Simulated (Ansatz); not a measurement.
# Calculations on TiAl3 and related structures

## 1. Relaxation

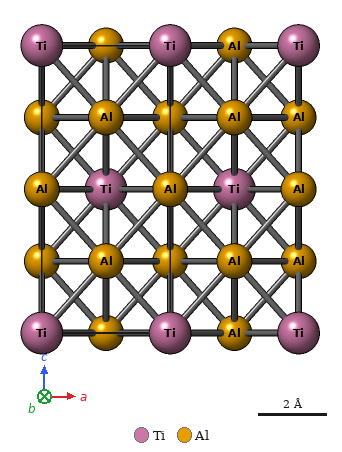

This is the input geometry for a relaxation of a crystal of TiAl₃ (set up in I4/mmm). A ball-and-stick model of the conventional cell (2 times the calculation's cell), repeated 2 × 1 × 1 with one cell outlined, seen along the b axis. Lengths and directions refer to the drawn axes.

Theory: DFT PBE, scalar-relativistic, plane waves, PAW (Ansatz).

The input:
```yaml
crystal:
  lattice:
    - [-1.9111067713, 1.9111067713, 4.2806687947]
    - [1.9111067713, -1.9111067713, 4.2806687947]
    - [1.9111067713, 1.9111067713, -4.2806687947]
  atoms:
    - { symbol: Ti, position: [0.0, 0.0, 0.0] }
    - { symbol: Al, position: [0.5, 0.5, 0.0] }
    - { symbol: Al, position: [0.75, 0.25, 0.5] }
    - { symbol: Al, position: [0.25, 0.75, 0.5] }
basis:
  ecutwfc: 420
kpoints:
  mp_grid: { grid: [16, 16, 16] }
hamiltonian:
  xc: pbe
scf:
  occupations: { method: gaussian, width: 0.1 }
output:
  forces: true
  stress: true
  eigenvalues: true
  write_density: true
  write_potential: true
  elf: true
  volumetric_format: npy
relax:
  adjacent_minimum: "off"
  f_tol: 0.005
  max_steps: 80
  cell: { stress_tol: 0.05 }
```

Run as
```bash
ansatz run input.yaml --threads 4 --pin off --max-ram 10240MiB --backend cpu --events-out ev --progress --plain --runs-dir out
```

Where does the relaxation end?

Answer. After 2 accepted moves (3 points after the start) the energy has fallen by 1.9 meV per atom. All forces vanish by symmetry, so only the cell relaxes. The pressure goes from 2.10 to −0.01 GPa. The SCF was repeated once at an unchanged geometry on a basis and grid sized afresh for the cell, which shifted the energy by 0.1 meV per atom at most. No atom moves by more than 0.005 Å relative to the cell. The volume changes by +1.9 %, with a = b 3.822 → 3.845 Å (+0.6 %), c 8.561 → 8.623 Å (+0.7 %). Among the contacts that change: Al2–Al3 2.869 → 2.889 Å, Ti1–Al3 2.869 → 2.889 Å, Al3–Al4 2.703 → 2.719 Å, Ti1–Al2 2.703 → 2.719 Å. The space group stays I4/mmm (No. 139).

Step by step:

| step | E − E(0), meV/atom | pressure, GPa | volume, Å³/atom | note |
| --- | --- | --- | --- | --- |
| 0 | 0.00 | 2.10 | 15.634 |  |
| 1 | -1.39 | -0.78 | 16.056 |  |
| 2 | -1.83 | -0.02 | 15.938 |  |
| 3 | -1.94 | -0.01 | 15.938 | same geometry, new basis |

## 2. Relaxation

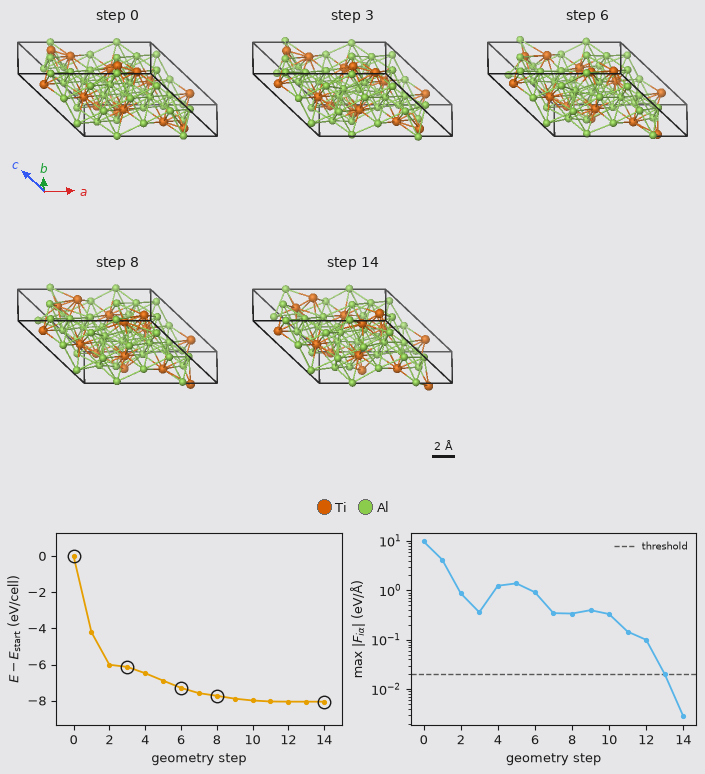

Frames of a relaxation of a defect cell of composition Ti2Al5, marked on the history of the run. Style: ball-and-stick. Shown: the larger cell on standard axes (2 times the calculation's cell) (origin shifted), from a free direction.

Case: Ti interstitial, charge +0, atoms relaxed. The atoms of the start lie slightly off their symmetric places, so part of the fall in energy undoes that.

All numbers below come from DFT PBE, scalar-relativistic, plane waves, PAW (Ansatz).

Input
```yaml
crystal:
  lattice:
    - [-5.7680202874, -1.9226734291, -4.3114047973]
    - [1.9226734291, -5.7680202874, 4.3114047973]
    - [-1.9226734291, 5.7680202874, 4.3114047973]
  atoms:
    - { symbol: Ti, position: [0.4, 0.8, 0.6] }
    - { symbol: Ti, position: [0.2, 0.4, 0.8] }
    - { symbol: Ti, position: [0.0, 0.0, 0.0] }
    - { symbol: Ti, position: [0.6, 0.2, 0.4] }
    - { symbol: Ti, position: [0.8, 0.6, 0.2] }
    - { symbol: Al, position: [0.4, 0.3, 0.1] }
    - { symbol: Al, position: [0.2, 0.9, 0.3] }
    - { symbol: Al, position: [0.0, 0.5, 0.5] }
    - { symbol: Al, position: [0.6, 0.7, 0.9] }
    - { symbol: Al, position: [0.8, 0.1, 0.7] }
    - { symbol: Al, position: [0.7, 0.65, 0.55] }
    - { symbol: Al, position: [0.5, 0.25, 0.75] }
    - { symbol: Al, position: [0.3, 0.85, 0.95] }
    - { symbol: Al, position: [0.9, 0.05, 0.35] }
    - { symbol: Al, position: [0.1, 0.45, 0.15] }
    - { symbol: Al, position: [0.5, 0.75, 0.25] }
    - { symbol: Al, position: [0.3, 0.35, 0.45] }
    - { symbol: Al, position: [0.1, 0.95, 0.65] }
    - { symbol: Al, position: [0.7, 0.15, 0.05] }
    - { symbol: Al, position: [0.9, 0.55, 0.85] }
    - { symbol: Ti, position: [0.7090038457, 0.9028150474, 0.8074923187] }
basis:
  ecutwfc: 420
  xc_grid: 2
kpoints:
  mp_grid: { grid: [4, 4, 4], shift: [0.5, 0.5, 0.5] }
hamiltonian:
  xc: pbe
scf:
  occupations: { method: gaussian, width: 0.1 }
output:
  forces: true
  stress: false
  eigenvalues: true
relax:
  adjacent_minimum: "off"
  f_tol: 0.02
  max_steps: 60
```

Run as
```bash
ansatz run input.yaml --threads 4 --pin off --max-ram 10240MiB --backend cpu --events-out ev --progress --plain --runs-dir out
```

### Describe the path.

The atom that moves furthest is Ti21 (1.32 Å along [0 −1 −3]). By element the largest moves are Ti 1.32 Å, Al 0.57 Å. The cell stays as it was. Near-neighbour distances that change, for instance: Al7–Ti21 4.240 → 2.840 Å, Al17–Ti21 4.353 → 3.047 Å, Ti3–Al9 2.719 → 4.022 Å, Ti1–Ti21 1.984 → 3.286 Å. New bonds form, among them: Al7–Ti21 (4.24 → 2.84 Å). Bonds break, among them: Ti1–Ti21 (1.98 → 3.29 Å), Ti3–Al9 (2.72 → 4.02 Å). Over 14 geometry steps the energy falls by 8.056 eV per cell of the calculation. The largest force component goes from 9.7 to 0.0028 eV/Å. From step 0 to 3: Al9 moves most (0.47 Å), energy −6.133 eV per cell of the calculation. From step 3 to 6: Ti21 moves most (0.59 Å), energy −1.158 eV per cell of the calculation. From step 6 to 8: Ti21 moves most (0.39 Å), energy −0.439 eV per cell of the calculation. From step 8 to 14: Al and Ti atoms move most (0.37 Å), energy −0.325 eV per cell of the calculation.

| step | E − E(0), meV/atom | largest force component, eV/Å |
| --- | --- | --- |
| 0 | 0.00 | 9.7202 |
| 1 | -200.72 | 4.1774 |
| 2 | -286.33 | 0.8710 |
| 3 | -292.05 | 0.3600 |
| 4 | -308.60 | 1.2371 |
| 5 | -328.09 | 1.3807 |
| 6 | -347.19 | 0.9142 |
| 7 | -361.09 | 0.3451 |
| 8 | -368.11 | 0.3388 |
| 9 | -375.64 | 0.3966 |
| 10 | -380.44 | 0.3308 |
| 11 | -383.12 | 0.1459 |
| 12 | -383.56 | 0.0996 |
| 13 | -383.60 | 0.0201 |
| 14 | -383.60 | 0.0028 |

Limits of the set-up: the periodic images lie only 7.5 Å apart, so the values are limited by the cell's size.

## 3. Path

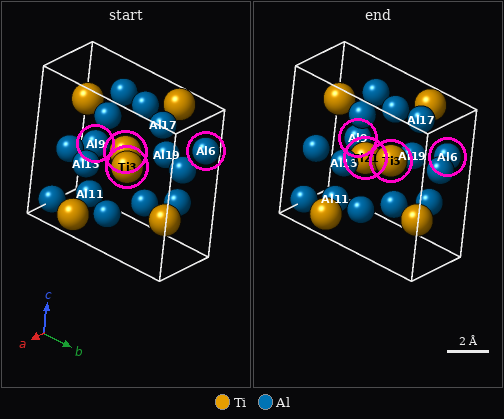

The two relaxed end points of a path for a defect cell of composition Ti2Al5 (21 atoms in the cell). Style: spheres-only. Shown: the simulation cell (origin moved), slightly off an axis. The atoms that move most are ringed.

These are results of DFT PBE, scalar-relativistic, plane waves, PAW (Ansatz 0.2.0), not measurements.

Run with plane-wave cutoff 420 eV; k-point mesh 4 × 4 × 4; Gaussian smearing 0.1 eV; 3 movable images; climbing image.

Start:
```
CELL_PARAMETERS angstrom
-5.76802 -1.92267 -4.31140
1.92267 -5.76802 4.31140
-1.92267 5.76802 4.31140
ATOMIC_POSITIONS crystal
Ti 0.39779 0.79393 0.59777
Ti 0.17835 0.38232 0.79476
Ti 0.13088 0.05502 0.99551
Ti 0.60188 0.20548 0.40357
Ti 0.82139 0.61710 0.20657
Al 0.45870 0.38341 0.14553
Al 0.20016 0.90026 0.28356
Al 0.99986 0.49974 0.50070
Al 0.54101 0.61594 0.85569
Al 0.79958 0.09913 0.71778
Al 0.71811 0.67121 0.57009
Al 0.50014 0.23534 0.73503
Al 0.32198 0.82214 0.94069
Al 0.88629 0.05667 0.37770
Al 0.09576 0.44458 0.14930
Al 0.49955 0.76405 0.26632
Al 0.28158 0.32818 0.43122
Al 0.11339 0.94278 0.62363
Al 0.67784 0.17735 0.06072
Al 0.90394 0.55483 0.85202
Ti 0.86884 0.94438 0.00583
```

End:
```xyz
21
Lattice="-5.7680 -1.9227 -4.3114 1.9227 -5.7680 4.3114 -1.9227 5.7680 4.3114" Properties=species:S:1:pos:R:3 pbc="T T T"
Ti   -1.9173   -1.8963    4.3377
Ti   -1.8217    2.0360    4.3169
Ti   -0.6405   -0.5949    0.3464
Ti   -3.8525   -0.0146   -0.0309
Ti   -3.9485   -3.9472   -0.0099
Al   -2.1884   -2.2540   -0.3028
Al    0.0312   -3.9420    4.3819
Al   -5.7690   -1.9169   -0.0025
Al   -3.5815    0.3427    4.6105
Al   -5.8015    2.0311   -0.0747
Al   -3.6856   -1.9760    1.8960
Al   -3.8471    1.9366    2.0229
Al   -1.8223    0.0530    6.5627
Al   -5.7853   -0.0238   -2.1683
Al   -0.0404   -2.0589    2.3582
Al   -1.9229   -3.8474    2.2841
Al   -2.0851    0.0647    2.4107
Al    0.0154   -1.8873    6.4752
Al   -3.9476   -1.9640   -2.2557
Al   -5.7294    0.1477    1.9484
Ti   -5.1296   -1.3160    3.9606
```

Q: Predict the minimum-energy path and its barrier.

A: The barrier is about 0.35 eV in both directions, with image 2 at the top; the ends have the same energy. A Ti atom travels furthest, 0.70 Å from end to end, along [0 −1 −1], on a path that bends up to 0.09 Å away from the straight line. It doesn't move alone: Ti (0.69 Å), Al (0.61 Å), Al (0.60 Å), Al (0.45 Å) move with it. The band converged in 8 iterations. The largest component of the band force went from 2.8 to 0.022 eV/Å. The climbing image converged on the top of the path. Its curvatures weren't checked.

Energies of the converged images:

```csv
image,path (Å),E (eV)
0,0.00,0.000
1,0.46,0.134
2,0.93,0.345
3,1.39,0.134
4,1.85,0.000
```

The geometry at the top of the path:

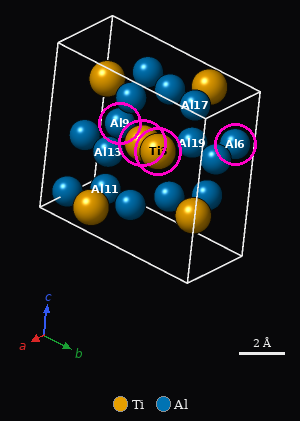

Limits of the set-up: the periodic images lie only 7.5 Å apart, so the values are limited by the cell's size.
